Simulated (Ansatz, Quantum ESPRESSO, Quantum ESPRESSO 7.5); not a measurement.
# Band offsets of the GaAs/ZnSe(110) superlattice, 5 + 5 layers, a = 5.63 Å

Wanted: the band alignment of the GaAs/ZnSe(110) superlattice, 5 + 5 layers, a = 5.63 Å.

Method: plane-wave DFT, LDA, GBRV ultrasoft pseudopotentials (cross-check by Ansatz 0.2.0 with PAW datasets), in Quantum ESPRESSO 7.5.

Experimental background.

For GaAs/ZnSe (heterojunction), “InterMat: Accelerating Band Offset Prediction in Semiconductor Interfaces with DFT and Deep Learning” (2024, arxiv:2401.02021) quotes earlier work: valence-band offset (size of the offset at GaAs/ZnSe) 0.98 eV.

Report form: the programs' logs are mostly left out.

## 1. The structure

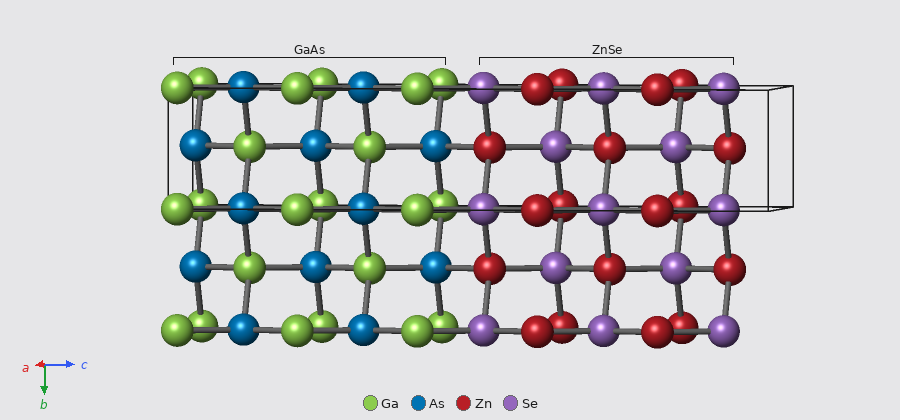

The starting structure, seen from the side, with the c axis across the page (gallium green, arsenic blue, zinc red, selenium purple). 1×2×1 cells are drawn. Some periodic images of atoms are drawn too.

The cell holds 20 atoms: 5 Ga, 5 As, 5 Zn and 5 Se. Its edges and angles: a = 5.630 Å, b = 3.981 Å, c = 19.905 Å, α = 90.0°, β = 90.0°, γ = 90.0°. Regions: GaAs, 10 atoms (5 Ga and 5 As); ZnSe, 10 atoms (5 Zn and 5 Se). The structure's axis is c.

## 2. The superlattice in Ansatz, atoms held

The atoms stay on the ideal cubic sites, so that each half of the superlattice is the very crystal whose bulk edges are computed below.

The input, input.yaml:

```yaml
crystal:
  lattice:
    - [5.63, 0.0, 0.0]
    - [0.0, 3.9810111781, 0.0]
    - [0.0, 0.0, 19.9050558904]
  atoms:
    - { symbol: Ga, position: [0.0, 0.0, 0.0] }
    - { symbol: As, position: [0.25, 0.5, 0.0] }
    - { symbol: Ga, position: [0.5, 0.5, 0.1] }
    - { symbol: As, position: [0.75, 0.0, 0.1] }
    - { symbol: Ga, position: [0.0, 0.0, 0.2] }
    - { symbol: As, position: [0.25, 0.5, 0.2] }
    - { symbol: Ga, position: [0.5, 0.5, 0.3] }
    - { symbol: As, position: [0.75, 0.0, 0.3] }
    - { symbol: Ga, position: [0.0, 0.0, 0.4] }
    - { symbol: As, position: [0.25, 0.5, 0.4] }
    - { symbol: Zn, position: [0.5, 0.5, 0.5] }
    - { symbol: Se, position: [0.75, 0.0, 0.5] }
    - { symbol: Zn, position: [0.0, 0.0, 0.6] }
    - { symbol: Se, position: [0.25, 0.5, 0.6] }
    - { symbol: Zn, position: [0.5, 0.5, 0.7] }
    - { symbol: Se, position: [0.75, 0.0, 0.7] }
    - { symbol: Zn, position: [0.0, 0.0, 0.8] }
    - { symbol: Se, position: [0.25, 0.5, 0.8] }
    - { symbol: Zn, position: [0.5, 0.5, 0.9] }
    - { symbol: Se, position: [0.75, 0.0, 0.9] }
kpoints:
  mp_grid: { grid: [6, 8, 1] }
hamiltonian:
  xc: lda
scf:
  occupations: { method: fermi_dirac, width: 0.02 }
  convergence: { dr2_threshold: 1.0e-08 }
output:
  eigenvalues: true
  write_potential: true
  write_density: true
  volumetric_format: npy
checkpoint:
  write: relax.run
  compress: false
  write_wavefunctions: false
```

Command:

```sh
$ ansatz run input.yaml --threads 4 --pin off --max-ram 16384MiB --backend cpu --events-out ev --progress --plain --runs-dir out
```

It took 70 s on 4 threads of Arm Neoverse V1, shared host; peak memory 2.3 GiB; 4.6 min of CPU time.

Numbers from this step:

- free energy: -85560.3505 eV
- Fermi energy: 7.928 eV
- gap by band count: 0.3667 eV
- symmetry operations: 4

## 3. Self-consistent run of bulk GaAs

Each bulk is run alone at the common lattice constant, to place its band edges against its own mean potential.

Level of this step: plane-wave DFT, LDA, GBRV ultrasoft pseudopotentials (Quantum ESPRESSO 7.5).

System of this step: GaAs, zinc blende at a = 5.63 Å. Symmetry: F-43m, No. 216, cubic system. The conventional cell has a = 5.630 Å, b = 5.630 Å, c = 5.630 Å, α = 90.00°, β = 90.00°, γ = 90.00°. Ga has 4 As at 2.44 Å nearest. Nearest to As lie 4 Ga at 2.44 Å. Farther neighbours are not listed.

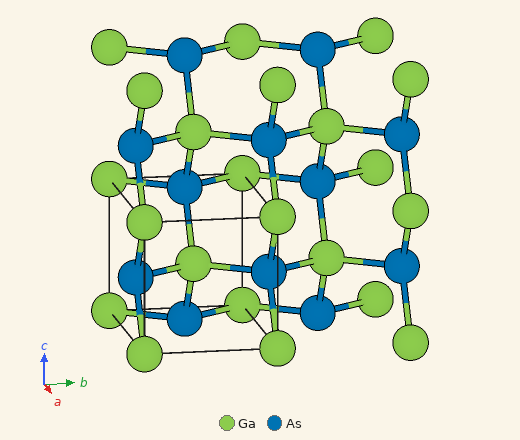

The cell of this step (gallium green, arsenic blue). 1×2×2 cells are drawn. Some periodic images of atoms are drawn too.

The input, a.in:

```
&control
  prefix = 'a'
  outdir = './out'
  pseudo_dir = './pseudo'
  calculation = 'scf'
  tprnfor = .true.
/
&system
  ibrav = 0
  nat = 4
  ntyp = 2
  ecutwfc = 40
  ecutrho = 200
  occupations = 'smearing'
  smearing = 'fd'
  degauss = 0.002
/
&electrons
  conv_thr = 1e-07
  mixing_beta = 0.5
  electron_maxstep = 120
/
ATOMIC_SPECIES
  Ga  69.7230  ga_lda_v1.4.uspp.F.UPF
  As  74.9216  as_lda_v1.uspp.F.UPF
CELL_PARAMETERS angstrom
  5.63000000000000 0.00000000000000 0.00000000000000
  0.00000000000000 3.98101117808026 0.00000000000000
  0.00000000000000 0.00000000000000 3.98101117808026
ATOMIC_POSITIONS crystal
  Ga  0.000000000000 0.000000000000 0.000000000000
  As  0.250000000000 0.500000000000 0.000000000000
  Ga  0.500000000000 0.500000000000 0.500000000000
  As  0.750000000000 0.000000000000 0.500000000000
K_POINTS automatic
  6 8 8 0 0 0
```

Command:

```sh
$ OMP_NUM_THREADS=1 mpirun -n 4 pw.x -nk 4 -in a.in > a.out
```

It took 19 s on 4 MPI ranks; peak memory 0.38 GiB.

This step gave:

| Quantity | Value |
| --- | --- |
| free energy | -12376.4040 eV |
| Fermi energy | 7.342 eV |

The run needed 9 iterations to bring the estimated error under 1e-07 Ry.

## 4. Bands along a path of bulk GaAs

The density is frozen and the levels are solved along a path.

a.bands.in, as its differences from the input of step 3:

```diff
@@ -1,7 +1,6 @@
 &control
-  prefix = 'a'
+  prefix = 'a.bands'
   outdir = './out'
   pseudo_dir = './pseudo'
-  calculation = 'scf'
-  tprnfor = .true.
+  calculation = 'bands'
 /
@@ -16,2 +15,3 @@
   degauss = 0.002
+  nbnd = 32
 /
@@ -34,3 +34,9 @@
   As  0.750000000000 0.000000000000 0.500000000000
-K_POINTS automatic
-  6 8 8 0 0 0
+K_POINTS crystal_b
+6
+  0.0000000000 0.0000000000 0.0000000000 20
+  1.0000000000 0.0000000000 0.0000000000 1
+  0.0000000000 0.0000000000 0.0000000000 20
+  0.5000000000 0.0000000000 0.5000000000 1
+  0.0000000000 0.0000000000 0.0000000000 20
+  0.0000000000 0.5000000000 0.5000000000 1
```

Command:

```sh
$ cp -r out/a.save out/a.bands.save
$ cp out/a.xml out/a.bands.xml
$ OMP_NUM_THREADS=1 mpirun -n 4 pw.x -nk 4 -in a.bands.in > a.bands.out
```

It took 24 s on 4 MPI ranks; peak memory 0.3 GiB; 94 s of CPU time.

This step gave:

- valence top, on the run's zero: 7.135 eV
- conduction bottom, on the run's zero: 7.517 eV
- gap by band count: 0.3822 eV

Band numbers count within the set of bands kept for display; the cell holds two formula units, so the X point along 001 folds onto the zone centre. Electronic bands along the path, in eV, zero at the Fermi level, which the smearing puts inside the gap; v1 is the highest filled band, c1 the lowest empty one:

| point | v4 | v3 | v2 | v1 | c1 | c2 | c3 | c4 |
| --- | --- | --- | --- | --- | --- | --- | --- | --- |
| L | -1.37 | -1.37 | -1.37 | -1.37 | 0.67 | 0.67 | 4.39 | 4.39 |
| Γ | -2.94 | -0.21 | -0.21 | -0.21 | 0.17 | 1.11 | 1.33 | 3.48 |
| X | -2.94 | -2.94 | -2.94 | -2.94 | 1.11 | 1.11 | 1.33 | 1.33 |

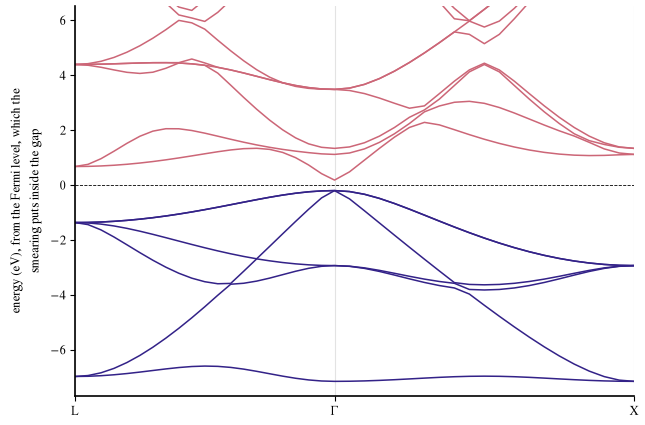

Electronic bands along the path; lines of filled and empty bands in two colours.

## 5. Electrostatic potential of bulk GaAs

plot_num = 11 writes the bare and Hartree potential, whose mean serves as the common reference.

The input, a.pot.in:

```
&inputpp
  prefix = 'a'
  outdir = './out'
  filplot = 'a.pot.dat'
  plot_num = 11
/
```

Command:

```sh
$ OMP_NUM_THREADS=1 mpirun -n 4 pp.x -in a.pot.in > a.pot.out
```

The job ended after 0.85 s (4 MPI ranks; peak memory 0.09 GiB).

The potential energy, planar mean oscillates, so the rows of the table below give means over windows of 0.5 Å about each position, cut where the curve ends. Its maxima inside the range that stand out by 2 % of the span (Å: eV): 1.00: 0.0464, 1.99: 9.02, 2.99: 0.0464. Its minima: 0.66: -1.50, 1.33: -1.50, 2.65: -1.50, 3.32: -1.50.

Electrostatic potential energy of an electron; zero at the Fermi level, which the smearing puts inside the gap. Potential energy, planar mean against z; means over each step:

| z (Å) | potential energy, planar mean (eV) |
| --- | --- |
| 0.0 | 7.70 |
| 0.5 | 0.873 |
| 1.0 | -0.376 |
| 1.5 | 0.992 |
| 2.0 | 7.70 |
| 2.5 | 0.754 |
| 3.0 | -0.376 |
| 3.5 | 1.11 |

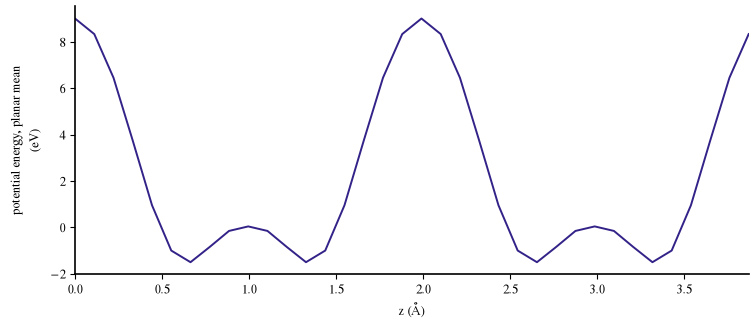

Potential energy, planar mean, plotted against z.

## 6. Planar and running averages of bulk GaAs

average.x takes the planar mean and smooths it over a window of one repeat.

The input, a.avg.in:

```
1
a.pot.dat
1.0
40
3
7.5230208256
```

Command:

```sh
$ OMP_NUM_THREADS=1 average.x < a.avg.in > a.avg.out
```

Elapsed: 0.48 s, on 1 MPI rank; peak memory 0.1 GiB.

Numbers from this step:

- average.x's running mean over the crystal, on the run's own zero: 9.627 eV
- mean potential by an exact Fourier window over the crystal, on the run's own zero: 9.627 eV

Electrostatic potential energy of an electron; zero at the Fermi level, which the smearing puts inside the gap; window 3.9810 Å. The potential energy, running mean stays at 2.28 eV for z from 0 to 3.88 Å.

## 7. SCF with pw.x of bulk ZnSe

System of this step: ZnSe, zinc blende at a = 5.63 Å. It takes space group F-43m (No. 216, cubic). Conventional cell: a = 5.630 Å, b = 5.630 Å, c = 5.630 Å, α = 90.00°, β = 90.00°, γ = 90.00°. Nearest to Zn lie 4 Se at 2.44 Å. Nearest to Se lie 4 Zn at 2.44 Å. Farther neighbours and most contacts between anions are not listed.

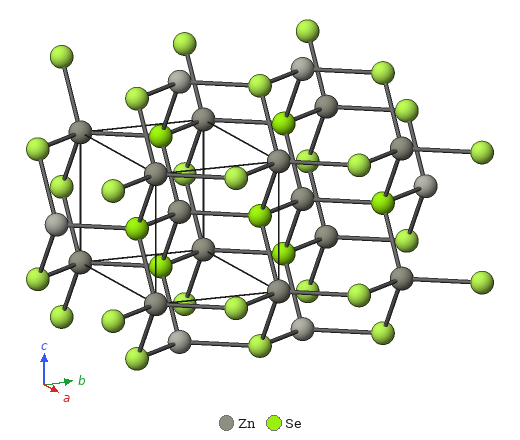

The cell of this step (zinc grey, selenium green). 1×2×1 cells are drawn. Some periodic images of atoms are drawn too.

The input, b.in:

```
&control
  prefix = 'b'
  outdir = './out'
  pseudo_dir = './pseudo'
  calculation = 'scf'
  tprnfor = .true.
/
&system
  ibrav = 0
  nat = 4
  ntyp = 2
  ecutwfc = 40
  ecutrho = 200
  occupations = 'smearing'
  smearing = 'fd'
  degauss = 0.002
/
&electrons
  conv_thr = 1e-07
  mixing_beta = 0.5
  electron_maxstep = 120
/
ATOMIC_SPECIES
  Zn  65.3800  zn_lda_v1.uspp.F.UPF
  Se  78.9710  se_lda_v1.uspp.F.UPF
CELL_PARAMETERS angstrom
  5.63000000000000 0.00000000000000 0.00000000000000
  0.00000000000000 3.98101117808026 0.00000000000000
  0.00000000000000 0.00000000000000 3.98101117808026
ATOMIC_POSITIONS crystal
  Zn  0.000000000000 0.000000000000 0.000000000000
  Se  0.250000000000 0.500000000000 0.000000000000
  Zn  0.500000000000 0.500000000000 0.500000000000
  Se  0.750000000000 0.000000000000 0.500000000000
K_POINTS automatic
  6 8 8 0 0 0
```

Command:

```sh
$ OMP_NUM_THREADS=1 mpirun -n 4 pw.x -nk 4 -in b.in > b.out
```

Run time: 23 s. Hardware: 4 MPI ranks; peak memory 0.39 GiB; 90 s of CPU time.

Read from the output:

- free energy: -13728.8286 eV
- Fermi energy: 6.877 eV

## 8. Band structure of bulk ZnSe

b.bands.in, as its differences from the input of step 7:

```diff
@@ -1,7 +1,6 @@
 &control
-  prefix = 'b'
+  prefix = 'b.bands'
   outdir = './out'
   pseudo_dir = './pseudo'
-  calculation = 'scf'
-  tprnfor = .true.
+  calculation = 'bands'
 /
@@ -16,2 +15,3 @@
   degauss = 0.002
+  nbnd = 34
 /
@@ -34,3 +34,9 @@
   Se  0.750000000000 0.000000000000 0.500000000000
-K_POINTS automatic
-  6 8 8 0 0 0
+K_POINTS crystal_b
+6
+  0.0000000000 0.0000000000 0.0000000000 20
+  1.0000000000 0.0000000000 0.0000000000 1
+  0.0000000000 0.0000000000 0.0000000000 20
+  0.5000000000 0.0000000000 0.5000000000 1
+  0.0000000000 0.0000000000 0.0000000000 20
+  0.0000000000 0.5000000000 0.5000000000 1
```

Command:

```sh
$ cp -r out/b.save out/b.bands.save
$ cp out/b.xml out/b.bands.xml
$ OMP_NUM_THREADS=1 mpirun -n 4 pw.x -nk 4 -in b.bands.in > b.bands.out
```

The job ended after 30 s (4 MPI ranks; peak memory 0.29 GiB; 2 min of CPU time).

Read from the output:

| Property | Result |
| --- | --- |
| valence top, on the run's zero | 6.300 eV |
| conduction bottom, on the run's zero | 7.404 eV |
| gap by band count | 1.104 eV |

Band numbers count within the set of bands kept for display; the cell holds two formula units, so the X point along 001 folds onto the zone centre. Electronic bands along the path, in eV, zero at the Fermi level, which the smearing puts inside the gap; v1 is the highest filled band, c1 the lowest empty one:

```
point     v4     v3     v2     v1    c1    c2    c3    c4
    L  -1.48  -1.48  -1.48  -1.48  1.80  1.80  5.71  5.71
    Γ  -2.86  -0.58  -0.58  -0.58  0.53  2.19  2.74  5.12
    X  -2.86  -2.86  -2.86  -2.86  2.19  2.19  2.74  2.74
```

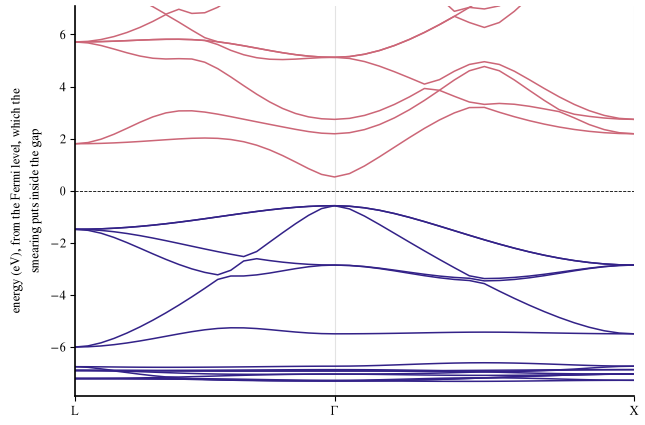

Electronic bands along the path; lines of filled and empty bands in two colours.

## 9. Electrostatic potential of bulk ZnSe

The input, b.pot.in:

```
&inputpp
  prefix = 'b'
  outdir = './out'
  filplot = 'b.pot.dat'
  plot_num = 11
/
```

Command:

```sh
$ OMP_NUM_THREADS=1 mpirun -n 4 pp.x -in b.pot.in > b.pot.out
```

Elapsed: 0.86 s, on 4 MPI ranks; peak memory 0.1 GiB; 3.1 s of CPU time.

## 10. Macroscopic average of bulk ZnSe

The input, b.avg.in:

```
1
b.pot.dat
1.0
40
3
7.5230208256
```

Command:

```sh
$ OMP_NUM_THREADS=1 average.x < b.avg.in > b.avg.out
```

The job ended after 0.47 s (1 MPI rank; peak memory 0.1 GiB).

Numbers from this step:

```
average.x's running mean over the crystal, on the run's own zero                  : 2.844 eV
mean potential by an exact Fourier window over the crystal, on the run's own zero : 2.844 eV
```

## 11. SCF with pw.x of the superlattice

The superlattice gives the step of the mean potential between the two crystals; (110) layers are neutral, so no field builds up.

System of this step: GaAs/ZnSe(110) superlattice, 5 + 5 layers, a = 5.63 Å. The cell holds 20 atoms: 5 Ga, 5 As, 5 Zn and 5 Se. Its edges and angles: a = 5.630 Å, b = 3.981 Å, c = 19.905 Å, α = 90.0°, β = 90.0°, γ = 90.0°. Regions: GaAs, 10 atoms (5 Ga and 5 As); ZnSe, 10 atoms (5 Zn and 5 Se). The structure's axis is c.

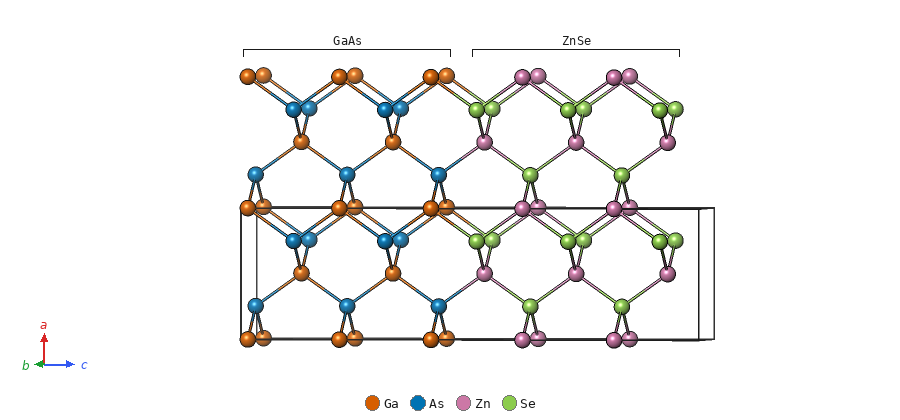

The cell of this step (gallium orange, arsenic blue, zinc pink, selenium green). 2×1×1 cells are drawn. Some periodic images of atoms are drawn too.

The input, ab.in:

```
&control
  prefix = 'ab'
  outdir = './out'
  pseudo_dir = './pseudo'
  calculation = 'scf'
  tprnfor = .true.
/
&system
  ibrav = 0
  nat = 20
  ntyp = 4
  ecutwfc = 40
  ecutrho = 200
  occupations = 'smearing'
  smearing = 'fd'
  degauss = 0.002
/
&electrons
  conv_thr = 1e-07
  mixing_beta = 0.5
  electron_maxstep = 120
/
ATOMIC_SPECIES
  Ga  69.7230  ga_lda_v1.4.uspp.F.UPF
  As  74.9216  as_lda_v1.uspp.F.UPF
  Zn  65.3800  zn_lda_v1.uspp.F.UPF
  Se  78.9710  se_lda_v1.uspp.F.UPF
CELL_PARAMETERS angstrom
  5.63000000000000 0.00000000000000 0.00000000000000
  0.00000000000000 3.98101117810000 0.00000000000000
  0.00000000000000 0.00000000000000 19.90505589040000
ATOMIC_POSITIONS crystal
  Ga  0.000000000000 0.000000000000 0.000000000000
  As  0.250000000000 0.500000000000 0.000000000000
  Ga  0.500000000000 0.500000000000 0.100000000000
  As  0.750000000000 0.000000000000 0.100000000000
  Ga  0.000000000000 0.000000000000 0.200000000000
  As  0.250000000000 0.500000000000 0.200000000000
  Ga  0.500000000000 0.500000000000 0.300000000000
  As  0.750000000000 0.000000000000 0.300000000000
  Ga  0.000000000000 0.000000000000 0.400000000000
  As  0.250000000000 0.500000000000 0.400000000000
  Zn  0.500000000000 0.500000000000 0.500000000000
  Se  0.750000000000 0.000000000000 0.500000000000
  Zn  0.000000000000 0.000000000000 0.600000000000
  Se  0.250000000000 0.500000000000 0.600000000000
  Zn  0.500000000000 0.500000000000 0.700000000000
  Se  0.750000000000 0.000000000000 0.700000000000
  Zn  0.000000000000 0.000000000000 0.800000000000
  Se  0.250000000000 0.500000000000 0.800000000000
  Zn  0.500000000000 0.500000000000 0.900000000000
  Se  0.750000000000 0.000000000000 0.900000000000
K_POINTS automatic
  6 8 1 0 0 0
```

Command:

```sh
$ OMP_NUM_THREADS=1 mpirun -n 4 pw.x -nk 2 -in ab.in > ab.out
```

The job ended after 39 min (4 MPI ranks; peak memory 1.7 GiB; 2.6 h of CPU time).

Read from the output:

- free energy: -65262.7604 eV
- Fermi energy: 7.258 eV

The program's own clock; routines nest. Time by routine:

| routine | wall time (s) | calls |
| --- | --- | --- |
| PWSCF | 2340 | 1 |
| electrons | 2320 | 1 |
| c_bands | 2177 | 35 |
| cegterg | 2126 | 389 |
| h_psi | 927.9 | 2737 |
| fftw | 474.9 | 522024 |
| vloc_psi | 472.4 | 2737 |
| calbec | 280.7 | 3127 |
| h_psi:calbec | 225.8 | 2737 |
| add_vuspsi | 223.8 | 2737 |
| s_psi | 223.8 | 2737 |
| sum_band | 124.5 | 35 |
| cdiaghg | 96.52 | 2727 |
| newd | 17.9 | 36 |

The run needed 35 iterations to bring the estimated error under 1e-07 Ry; the largest force on any atom, held or free, is 0.51 eV/Å.

## 12. Electrostatic potential of the superlattice

The input, ab.pot.in:

```
&inputpp
  prefix = 'ab'
  outdir = './out'
  filplot = 'ab.pot.dat'
  plot_num = 11
/
```

Command:

```sh
$ OMP_NUM_THREADS=1 mpirun -n 4 pp.x -in ab.pot.in > ab.pot.out
```

Elapsed: 1.7 s, on 4 MPI ranks; peak memory 0.15 GiB.

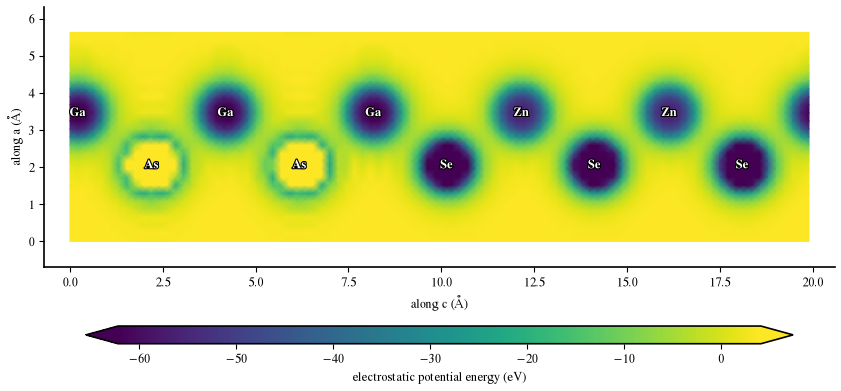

Electrostatic potential energy in the ca plane at fractional y = 0.000, with atoms of Ga and As and Se and Zn within 0.2 Å of it. With pseudopotentials it is smooth inside the atoms' cores, unlike the true potential. The map starts off the cell's origin, so that atoms lie inside it.

## 13. Planar and running averages of the superlattice

The input, ab.avg.in:

```
1
ab.pot.dat
1.0
200
3
7.5230208256
```

Command:

```sh
$ OMP_NUM_THREADS=1 average.x < ab.avg.in > ab.avg.out
```

Wall time 0.56 s (1 MPI rank); peak memory 0.12 GiB.

Read from the output:

| Property | Result |
| --- | --- |
| average.x's running mean in the GaAs layers, on the run's own zero | 9.653 eV |
| slope of the running mean in the GaAs layers | 3.28e-4 eV/Å |
| mean potential by an exact Fourier window in the GaAs layers, on the run's own zero | 9.653 eV |
| average.x's running mean in the ZnSe layers, on the run's own zero | 2.816 eV |
| slope of the running mean in the ZnSe layers | -3.93e-4 eV/Å |
| mean potential by an exact Fourier window in the ZnSe layers, on the run's own zero | 2.816 eV |

Electrostatic potential energy of an electron; zero at the Fermi level; window 3.9810 Å. Table of potential energy, running mean by z:

```
z (Å)  potential energy, running mean (eV)
    0                                0.700
    1                                 2.42
    2                                 2.40
    3                                 2.39
    4                                 2.39
    5                                 2.40
    6                                 2.40
    7                                 2.42
    8                                0.522
    9                                -1.02
   10                                -2.96
   11                                -4.46
   12                                -4.45
   13                                -4.44
   14                                -4.43
   15                                -4.44
   16                                -4.45
   17                                -4.47
   18                                -2.34
   19                                -1.03
```

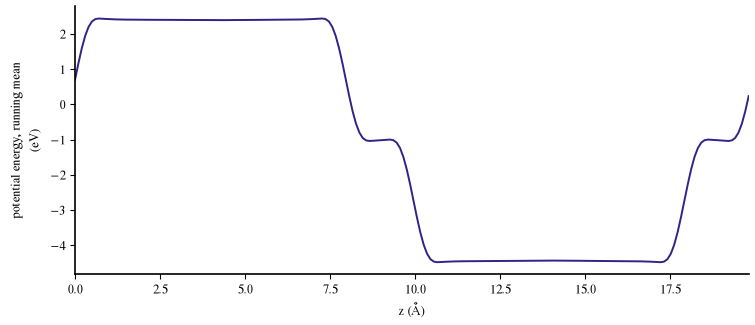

Potential energy, running mean against z.

(Continued in part 2 of 2.)

[Logs are printed without paths, hosts, clocks, repeated set-up lines and the standing remarks that a program may print on its own settings, such as how far it seeks lower states.]

[Hosts, paths, dates, database ids (printed as entryN), source tags and the programs' standing remarks are cut or masked in the printed files.]

[Maps of the electrostatic potential energy from Ansatz leave out the sawtooth potential of an applied field or a dipole correction, so their vacuum need not be flat; planar profiles and work functions include it.]
